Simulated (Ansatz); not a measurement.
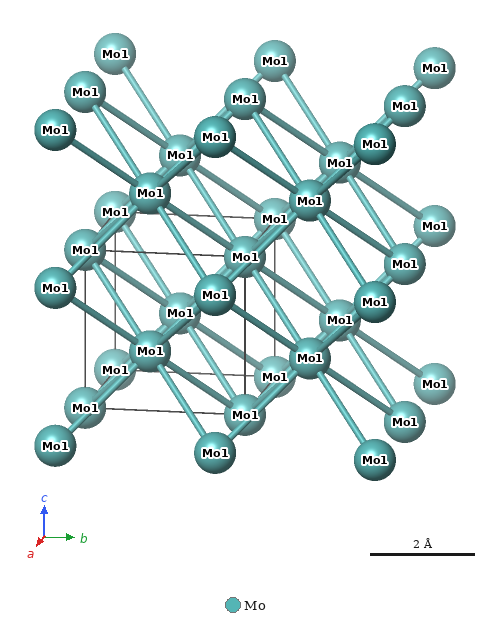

**Figure 1.** The input geometry (ball-and-stick view of the cell 2 times as large as that of the calculation, set on its symmetry axes, repeated 2 × 2 × 2, seen slightly off an axis; atoms are numbered from 1 in the order of the input). An atom can appear more than once, as a periodic image. Near neighbours in the periodic cell (some may lie outside the picture): Mo has 8 Mo at 2.72 Å.

Geometry relaxation, with input and output: Mo

System: Mo (Im-3m, 1 atom in the cell).
Method: DFT r2SCAN, scalar-relativistic, plane waves, PAW, no spin polarisation (Ansatz 0.2.0).

The structure derives from an entry of the Crystallography Open Database. Figures and captions count atoms from 1; the log counts them from 0 in places.

### What the program printed
```
Engine: ansatz 0.2.0, x86_64-unknown-linux-gnu
Pseudopotentials: kind: paw
Pseudopotential: Mo, paw, valence charge 14, recommended cutoff 500 eV (meta_gga), Mo.paw.azcp
Functional definition: r2SCAN
  parameter k0 = 0.174
  parameter k1 = 0.065
  parameter a1 = 4.9479
  exchange = r2scan_x(k0 = k0, k1 = k1, a1 = a1)
  correlation = r2scan_c
Crystal: 1 atoms, lattice volume = 15.509 Å³
Basis set: ecut = 500 eV, 381 PW (Γ), exchange–correlation on 80×80×80 points (64 copies of the dense FFT grid, shifted against one another)
Bands: 11, of which v1, the nominal top of the filled ones, is band 7 counted from 1 (6 counted from 0)
Symmetry: 48 space group operations
Space group: Im-3m (ITA 229), of the structure as read, at distance tolerance 2.5e-5 Å
k-points: 195 of 5832
Non-local potential: Mo, projectors of the file, l = 0: 3, l = 1: 2, l = 2: 2, l = 3: 1
PAW form: soft (Blöchl's): semilocal exchange-correlation on the pseudo side does not see the compensation charge
PAW frozen core: Mo, regenerated for the run's functional (the file was generated under x = pbe(κ = 0.804, μ = 0.2195149727645171), c = pbe(β = 0.06672455060314922))
PAW one-centre angular grid: Mo, 590 points (default); XC on 160 Gauss nodes
Initial density: superposition of atomic densities (neutral atoms: chi_scale 0, normalization atom), corrected by the library's trained network
Initial wavefunctions: pseudopotential atomic-orbital guess
Functional: x = r2scan, c = r2scan; τ floored in thin density (d = 2e-4 eV/Å³)
SCF iter   1: F=—  HF=-4967.595325 eV  |F-HF|=—  |Δ(HF+E_count)|=         —  Δρ=9.43e-3  dr2=1.07e-2  dr2_τ=1.99e-2  ethr=1.77e-3  ⟨swp⟩=5.1  Hψ=13126  notcnv=0
preconditioner: auto → none  [metal: Δε(μ)=0.048 eV  Ē_g=8.862 eV  σ=0.100 eV  W_gap=0.26  n_scr=0 (ndim 8)  ℏωp=23.1 eV  f_vac=0.000  D(μ)=0.57/eV (n_scr^D=0)]
SCF iter   2: F=—  HF=-4967.594919 eV  |F-HF|=—  |Δ(HF+E_count)|=   4.06e-4  Δρ=3.10e-3  dr2=2.83e-4  dr2_τ=4.31e-4  ethr=7.62e-5  ⟨swp⟩=2.6  Hψ=5211  notcnv=0
SCF iter   3: F=—  HF=-4967.595155 eV  |F-HF|=—  |Δ(HF+E_count)|=   2.36e-4  Δρ=1.38e-3  dr2=5.44e-5  dr2_τ=1.41e-5  ethr=2.02e-6  ⟨swp⟩=1.1  Hψ=2206  notcnv=0
SCF iter   4: F=—  HF=-4967.595216 eV  |F-HF|=—  |Δ(HF+E_count)|=   6.13e-5  Δρ=5.77e-5  dr2=1.91e-7  dr2_τ=4.33e-8  ethr=3.88e-7  ⟨swp⟩=3.0  Hψ=3574  notcnv=0
iter 5 did not close the SCF: its close was put off for the readings that it lacked (scf_convergence_deferred on its scf_iter line)
SCF iter   5: F=-4967.595216 eV  HF=-4967.595216 eV  |F-HF|=1.04e-9  |Δ(HF+E_count)|=   4.88e-8  Δρ=7.18e-6  dr2=4.78e-9  dr2_τ=1.86e-9  ethr=1.37e-9  ⟨swp⟩=2.1  Hψ=3225  notcnv=0
SCF iter   6: F=-4967.595216 eV  HF=-4967.595216 eV  |F-HF|=0.00e0  |Δ(HF+E_count)|=  6.59e-10  Δρ=9.20e-7  dr2=6.30e-11  dr2_τ=8.67e-12  ethr=3.41e-11  ⟨swp⟩=2.0  Hψ=6735  notcnv=0
SCF 1 converged in 6 iterations: F = -4967.595216 eV  dr2 = 6.30e-11
  greatest PAW one-centre occupation: 0.997 electrons in one spin orbital (limit 2), on the Mo atom at site 0 (counted from 0), in its partial waves of l = 0
relax step   1: F+E_penalty+E_count = -4967.59521608 eV  Δ(F+E_penalty+E_count) = +0.000e0 eV  max|allowed force component| = 0.000e0 eV/Å  Δτ_max = 0.0000 Å  P = +2.210 GPa  Ω = 15.509 Å³  (6 SCF iters, dr2 threshold 1.00e-7 eV, accepted)
Crystal: 1 atoms, lattice volume = 15.881 Å³
Initial density: handed on by an earlier stage of this run
Initial wavefunctions: those handed on with the density
iter 1 solved again at ethr=4.15e-7 eV; its pass at ethr=3.10e-3 eV (dr2=5.82e-5 eV) is discarded
SCF iter   1: F=—  HF=-4967.578438 eV  |F-HF|=—  |Δ(HF+E_count)|=         —  Δρ=1.01e-3  dr2=6.42e-5  dr2_τ=1.02e-2  ethr=4.15e-7  ⟨swp⟩=2.6  Hψ=17008  notcnv=0
preconditioner: auto → none  [metal: Δε(μ)=0.004 eV  Ē_g=8.617 eV  σ=0.100 eV  W_gap=0.02  n_scr=0 (ndim 8)  ℏωp=22.8 eV  f_vac=0.000  D(μ)=0.58/eV (n_scr^D=0)]
SCF iter   2: F=—  HF=-4967.592634 eV  |F-HF|=—  |Δ(HF+E_count)|=   1.42e-2  Δρ=9.39e-4  dr2=5.18e-5  dr2_τ=1.55e-5  ethr=4.15e-7  ⟨swp⟩=2.4  Hψ=3656  notcnv=0
SCF iter   3: F=—  HF=-4967.592680 eV  |F-HF|=—  |Δ(HF+E_count)|=   4.53e-5  Δρ=3.79e-4  dr2=7.93e-6  dr2_τ=3.43e-6  ethr=3.70e-7  ⟨swp⟩=2.9  Hψ=3496  notcnv=0
SCF iter   4: F=—  HF=-4967.592694 eV  |F-HF|=—  |Δ(HF+E_count)|=   1.48e-5  Δρ=1.20e-4  dr2=1.73e-6  dr2_τ=1.89e-7  ethr=5.66e-8  ⟨swp⟩=2.0  Hψ=3326  notcnv=0
SCF iter   5: F=-4967.592694 eV  HF=-4967.592694 eV  |F-HF|=1.77e-8  |Δ(HF+E_count)|=   8.71e-8  Δρ=2.40e-5  dr2=5.89e-8  dr2_τ=5.84e-9  ethr=7.14e-10  ⟨swp⟩=3.1  Hψ=8758  notcnv=0
the search or the solves at the SCF's close seem to have found levels that the self-consistency loop had missed (the run counts 1). By its estimate they hold under 1e-12 electrons; where the run keeps them, the occupations were computed again with them
SCF 2 converged in 5 iterations: F = -4967.592694 eV  dr2 = 5.89e-8
relax step   2: F+E_penalty+E_count = -4967.59269432 eV  Δ(F+E_penalty+E_count) = +2.522e-3 eV  max|allowed force component| = 0.000e0 eV/Å  Δτ_max = 0.0000 Å  P = -4.101 GPa  Ω = 15.881 Å³  energy of the carried Pulay correction = -1.796e-4 eV  (5 SCF iters, dr2 threshold 1.00e-7 eV, rejected (line search))
Crystal: 1 atoms, lattice volume = 15.637 Å³
iter 1 solved again at ethr=1.51e-7 eV; its pass at ethr=3.10e-3 eV (dr2=2.11e-5 eV) is discarded
SCF iter   1: F=—  HF=-4967.590325 eV  |F-HF|=—  |Δ(HF+E_count)|=         —  Δρ=6.67e-4  dr2=2.21e-5  dr2_τ=4.29e-3  ethr=1.51e-7  ⟨swp⟩=3.4  Hψ=16933  notcnv=0
preconditioner: auto → none  [metal: Δε(μ)=0.036 eV  Ē_g=8.784 eV  σ=0.100 eV  W_gap=0.20  n_scr=0 (ndim 8)  ℏωp=23.0 eV  f_vac=0.000  D(μ)=0.57/eV (n_scr^D=0)]
SCF iter   2: F=—  HF=-4967.595983 eV  |F-HF|=—  |Δ(HF+E_count)|=   5.66e-3  Δρ=5.73e-4  dr2=1.68e-5  dr2_τ=4.83e-6  ethr=1.51e-7  ⟨swp⟩=2.6  Hψ=3714  notcnv=0
SCF iter   3: F=—  HF=-4967.596007 eV  |F-HF|=—  |Δ(HF+E_count)|=   2.48e-5  Δρ=2.03e-4  dr2=2.41e-6  dr2_τ=7.84e-7  ethr=1.20e-7  ⟨swp⟩=3.0  Hψ=3547  notcnv=0
SCF iter   4: F=—  HF=-4967.596010 eV  |F-HF|=—  |Δ(HF+E_count)|=   2.32e-6  Δρ=1.91e-5  dr2=1.46e-8  dr2_τ=4.74e-8  ethr=1.72e-8  ⟨swp⟩=2.0  Hψ=3320  notcnv=0
SCF iter   5: F=—  HF=-4967.596010 eV  |F-HF|=—  |Δ(HF+E_count)|=   5.73e-7  Δρ=1.39e-5  dr2=1.20e-8  dr2_τ=3.01e-9  ethr=1.05e-10  ⟨swp⟩=2.0  Hψ=3465  notcnv=0
SCF iter   6: F=—  HF=-4967.596010 eV  |F-HF|=—  |Δ(HF+E_count)|=   1.40e-8  Δρ=4.12e-6  dr2=9.30e-10  dr2_τ=1.98e-10  ethr=8.55e-11  ⟨swp⟩=3.0  Hψ=3545  notcnv=0
SCF iter   7: F=—  HF=-4967.596010 eV  |F-HF|=—  |Δ(HF+E_count)|=   1.30e-9  Δρ=8.96e-7  dr2=4.51e-11  dr2_τ=9.90e-12  ethr=6.64e-12  ⟨swp⟩=3.0  Hψ=3550  notcnv=0
SCF iter   8: F=-4967.596010 eV  HF=-4967.596010 eV  |F-HF|=9.09e-13  |Δ(HF+E_count)|=  6.00e-11  Δρ=1.53e-7  dr2=1.36e-12  dr2_τ=3.14e-13  ethr=1.00e-12  ⟨swp⟩=5.6  Hψ=8407  notcnv=0
the search or the solves at the SCF's close seem to have found levels that the self-consistency loop had missed (the run counts 1). By its estimate they hold under 1e-12 electrons; where the run keeps them, the occupations were computed again with them
SCF 3 converged in 8 iterations: F = -4967.596010 eV  dr2 = 1.36e-12
relax step   3: F+E_penalty+E_count = -4967.59601036 eV  Δ(F+E_penalty+E_count) = -7.943e-4 eV  max|allowed force component| = 0.000e0 eV/Å  Δτ_max = 0.0000 Å  P = -0.052 GPa  Ω = 15.637 Å³  energy of the carried Pulay correction = -6.239e-5 eV  (8 SCF iters, accepted)
Crystal: 1 atoms, lattice volume = 15.634 Å³
iter 1 solved again at ethr=2.38e-11 eV; its pass at ethr=3.10e-3 eV (dr2=3.34e-9 eV) is discarded
SCF iter   1: F=—  HF=-4967.596011 eV  |F-HF|=—  |Δ(HF+E_count)|=         —  Δρ=8.30e-6  dr2=3.60e-9  dr2_τ=7.02e-7  ethr=2.38e-11  ⟨swp⟩=3.2  Hψ=16442  notcnv=0
preconditioner: auto → none  [metal: Δε(μ)=0.032 eV  Ē_g=8.774 eV  σ=0.100 eV  W_gap=0.18  n_scr=0 (ndim 8)  ℏωp=23.0 eV  f_vac=0.000  D(μ)=0.57/eV (n_scr^D=0)]
SCF iter   2: F=-4967.596012 eV  HF=-4967.596012 eV  |F-HF|=3.66e-9  |Δ(HF+E_count)|=   9.44e-7  Δρ=7.37e-6  dr2=2.87e-9  dr2_τ=8.45e-10  ethr=2.38e-11  ⟨swp⟩=2.7  Hψ=8381  notcnv=0
SCF 4 converged in 2 iterations: F = -4967.596012 eV  dr2 = 2.87e-9
relax step   4: F+E_penalty+E_count = -4967.59601235 eV  Δ(F+E_penalty+E_count) = -1.990e-6 eV  max|allowed force component| = 0.000e0 eV/Å  Δτ_max = 0.0000 Å  P = +0.001 GPa  Ω = 15.634 Å³  energy of the carried Pulay correction = -6.089e-5 eV  (2 SCF iters, dr2 threshold 6.89e-9 eV, accepted)
Initial wavefunctions: pseudopotential atomic-orbital guess (no wavefunctions were taken with the density)
iter 1 solved again at ethr=1.64e-8 eV; its pass at ethr=3.10e-3 eV (dr2=2.29e-6 eV) is discarded
SCF iter   1: F=—  HF=-4967.596075 eV  |F-HF|=—  |Δ(HF+E_count)|=         —  Δρ=2.84e-5  dr2=1.53e-8  dr2_τ=1.11e-7  ethr=1.64e-8  ⟨swp⟩=3.3  Hψ=19687  notcnv=0
SCF iter   2: F=—  HF=-4967.596075 eV  |F-HF|=—  |Δ(HF+E_count)|=   3.51e-7  Δρ=1.39e-5  dr2=3.67e-9  dr2_τ=3.77e-9  ethr=1.09e-10  ⟨swp⟩=2.1  Hψ=2940  notcnv=0
SCF iter   3: F=—  HF=-4967.596075 eV  |F-HF|=—  |Δ(HF+E_count)|=   3.44e-9  Δρ=8.21e-7  dr2=6.56e-11  dr2_τ=1.02e-11  ethr=2.62e-11  ⟨swp⟩=2.0  Hψ=2684  notcnv=0
SCF iter   4: F=-4967.596075 eV  HF=-4967.596075 eV  |F-HF|=3.64e-12  |Δ(HF+E_count)|=  1.64e-11  Δρ=2.93e-7  dr2=4.78e-12  dr2_τ=3.41e-12  ethr=1.00e-12  ⟨swp⟩=5.8  Hψ=9046  notcnv=0
SCF 5 converged in 4 iterations: F = -4967.596075 eV  dr2 = 4.78e-12
relax step   5: F+E_penalty+E_count = -4967.59607459 eV  Δ(F+E_penalty+E_count) = -6.223e-5 eV  max|allowed force component| = 0.000e0 eV/Å  Δτ_max = 0.0000 Å  P = +0.003 GPa  Ω = 15.634 Å³  stress off target by 2.78e-3 GPa  SCF on the basis re-selected at this cell (its energy is not comparable with the rows above)  (4 SCF iters)
```

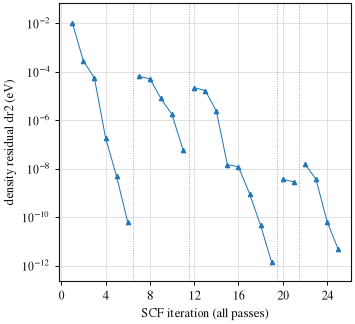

**Figure 2.** Convergence of the self-consistent field: density residual dr2 against the SCF iteration. The dotted lines part the SCF passes of the relaxation: geometry steps, rejected trials and re-solves on a re-selected basis. The 5 passes take 2 to 8 iterations each, 25 in all.

```
basis re-selected at this cell: Δ(F+E_penalty+E_count) = -6.223e-5 eV, ΔP = +0.002 GPa vs the last step (what re-selecting the basis moved, of the pressure what is left beyond the Pulay correction that the steps carried, after the strain that the cell walked since its last selection, with what the two solves' SCF thresholds leave and, on support functions, any second-order correction that the steps lacked; it is no measure of the basis error at this ecutwfc). This SCF's stress stands 2.78e-3 GPa from its target on what of the cell is left free (relax.cell.stress_tol is 5.00e-2 GPa) and its largest allowed force component is 0.00e0 eV/Å (relax.f_tol is 5.00e-3 eV/Å): within both
SCF converged after 4 iterations
Free energy (F): -4967.596075 eV
Harris-Foulkes:  -4967.596075 eV  (|F-HF|=3.64e-12)
Internal energy: -4967.593228 eV  (E = F + TS)
E sigma→0 (E₀):  -4967.594651 eV
Entropy (-TS):   -0.002846 eV (-2.846 meV/atom)
Fermi energy:    21.060379 eV
--- Per-component energies (eV) ---
  E_band       = -67.647899
  E_kinetic    = 439.901792
  E_local      = -781.294080  (includes V_loc(G=0)·N_el)
  E_nonlocal   = 142.164726
  E_hartree    = 257.690527
  E_xc         = -178.572816
  E_vxc        = -256.372127  (∫ρ·V_xc dr)
  E_paw        = -3217.146356  (= ΣΔE_a)
  E_vpaw       = -144.416450  (= ΣTr[D̂ρ^β])
  E_aug_tail   = 0.000003  (compensation charges beyond the density's cutoff)
  E_vtau       = 16.987242  (kinetic-family band-sum trace: ∫τ·v_τ [+ j·A + Jᵃ·Aᵃ] dr)
  E_ewald      = -1630.115820
  E_core_change = -0.221204  (= ΣΔE_core)
  E_smearing   = -0.002846  (= −TS)
  E_closure    = 0.000000  (closes the sum)
  Σ components = -4967.596075   (vs F -4967.596075, Δ=0.00e0)
--- Forces (eV/Å), atoms counted from 1 ---
  atom   1  Mo    -0.00000000     0.00000000     0.00000000
  max |Σ_I F_I| component: 5.75e-32 eV/Å
--- Stress (GPa, compression-positive) ---
        0.002776       0.000000      -0.000000
        0.000000       0.002776      -0.000000
        0.000000       0.000000       0.002776
  P = ⅓ Tr σ = 0.0028 GPa (0.028 kbar)
--- Band table (eV; the first three rows and the last of 195) ---
  k-point 0: bands = ["-42.2021", "-14.6601", "-14.6601", "-14.6601", "13.4045", "19.6272", "19.6272", "19.6272", "22.9548", "22.9548", "36.3642"]
  k-point 1: bands = ["-42.1935", "-14.7086", "-14.6749", "-14.6605", "13.5485", "19.5451", "19.6133", "19.7610", "22.8307", "22.9557", "36.4711"]
  k-point 2: bands = ["-42.1689", "-14.8467", "-14.7174", "-14.6615", "13.9593", "19.3172", "19.5543", "20.1570", "22.5551", "22.9644", "36.7270"]
  k-point 194: bands = ["-41.7093", "-15.6865", "-15.6865", "-15.6865", "15.4162", "15.4162", "25.1762", "25.1762", "25.1762", "30.5129", "30.5129"]
--- Relaxed structure (4 steps of the walk, 3 accepted, 1 SCFs on fresh bases) ---
  F+E_penalty+E_count = -4967.59607459 eV   max|allowed force component| = 0.000e0 eV/Å   (the final SCF, on the basis selected at the relaxed cell)
  cell:  # Å, volume = 15.6343 Å³
    - [-1.575213166808534, 1.575213166808534, 1.575213166808534]
    - [1.575213166808534, -1.575213166808534, 1.575213166808534]
    - [1.575213166808534, 1.575213166808534, -1.575213166808534]
  atoms:
    - { symbol: Mo, position: [0.0, 0.0, 0.0] }
```

### Trajectory as extended XYZ (Å, eV, eV/Å), 5 frames, from step=1 to step=5
```
1
Lattice="-1.5710 1.5710 1.5710 1.5710 -1.5710 1.5710 1.5710 1.5710 -1.5710" Properties=species:S:1:pos:R:3:forces:R:3 step=1 energy=-4967.59522 pressure_GPa=2.21
Mo    0.0000    0.0000    0.0000    0.0000   0.0000   0.0000
1
Lattice="-1.5835 1.5835 1.5835 1.5835 -1.5835 1.5835 1.5835 1.5835 -1.5835" Properties=species:S:1:pos:R:3:forces:R:3 step=2 energy=-4967.59269 pressure_GPa=-4.10 accepted=F
Mo    0.0000    0.0000    0.0000    0.0000   0.0000   0.0000
1
Lattice="-1.5753 1.5753 1.5753 1.5753 -1.5753 1.5753 1.5753 1.5753 -1.5753" Properties=species:S:1:pos:R:3:forces:R:3 step=3 energy=-4967.59601 pressure_GPa=-0.05
Mo    0.0000    0.0000    0.0000    0.0000   0.0000   0.0000
1
Lattice="-1.5752 1.5752 1.5752 1.5752 -1.5752 1.5752 1.5752 1.5752 -1.5752" Properties=species:S:1:pos:R:3:forces:R:3 step=4 energy=-4967.59601 pressure_GPa=0.00
Mo    0.0000    0.0000    0.0000    0.0000   0.0000   0.0000
1
Lattice="-1.5752 1.5752 1.5752 1.5752 -1.5752 1.5752 1.5752 1.5752 -1.5752" Properties=species:S:1:pos:R:3:forces:R:3 step=5 energy=-4967.59608 pressure_GPa=0.00
Mo    0.0000    0.0000    0.0000    0.0000   0.0000   0.0000
```

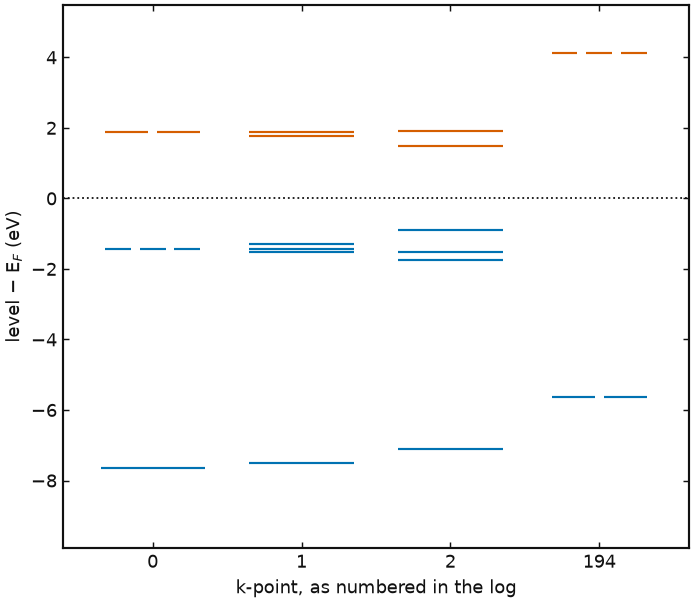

**Figure 3.** Kohn–Sham levels near the Fermi level (dotted) at the few k-points that the log prints; levels within 0.02 eV of each other stand side by side. The system is metallic on the full mesh.

The run was set up as follows.

### Input file
```yaml
crystal:
  lattice:
    - [-1.571, 1.571, 1.571]
    - [1.571, -1.571, 1.571]
    - [1.571, 1.571, -1.571]
  atoms:
    - { symbol: Mo, position: [0.0, 0.0, 0.0] }
basis:
  ecutwfc: 500
kpoints:
  mp_grid: { grid: [18, 18, 18] }
hamiltonian:
  xc: r2scan
scf:
  occupations: { method: gaussian, width: 0.1 }
output:
  forces: true
  stress: true
  eigenvalues: true
relax:
  adjacent_minimum: "off"
  f_tol: 0.005
  max_steps: 80
  cell: { stress_tol: 0.05 }
```

Command:
```bash
ansatz run input.yaml --threads 1 --pin off --max-ram 2560MiB --backend cpu --events-out ev --progress --plain --runs-dir out
```

### Summary

```tsv
quantity	value
outcome	converged
space group (tolerance 0.01 Å)	Im-3m (229)
electrons treated	14
free energy	−4967.5961 eV
Fermi energy	21.060 eV
gap on the k-point mesh	none (metallic)
pressure	0.00 GPa
final volume	15.63 Å³
largest force (length of the vector) at the end	under 0.001 eV/Å
final cell	a = 2.728 Å, b = 2.728 Å, c = 2.728 Å, α = 109.47°, β = 109.47°, γ = 109.47°
hardware	1 thread of Intel Xeon @ 2.50GHz (Skylake/Cascade Lake), 189 GiB of memory available, shared host
wall time	48 s
peak memory	0.39 GiB
```
